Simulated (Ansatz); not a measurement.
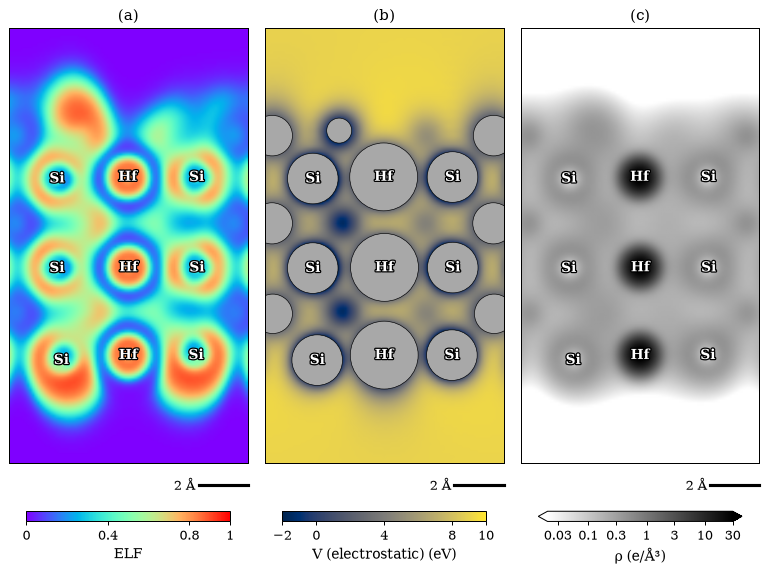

HfSi₂ (slab). (a) electron localisation function; (b) electrostatic potential energy of an electron; (c) valence electron density on the (110) plane of the calculation cell, a cut from vacuum to vacuum. Grey discs cover the atomic cores in the potential map.

Built by placing these elements on a known structure type.

Theory: Ansatz, DFT PBEsol, scalar-relativistic, plane waves, PAW.

In a PAW calculation such maps are meaningful between the atoms, not at the nuclei.

Q: Interpret the plot.

A:
- Atoms in the plane: Hf and Si.
- Atoms just off the plane (Si, 0.9 Å away) can leave unmarked features too.
- The density dies away to nearly zero in the vacuum.
- The features right at Hf lie inside the PAW spheres, where the map follows smoothed inner orbitals and isn't to be read closely.
- Outside the cores the potential energy rises away from the atoms and is highest in the vacuum; its zero is arbitrary.

Q: Does the calculation make it a metal, or give it a gap?

A: It is metallic or semimetallic at this level of theory: no gap opens.
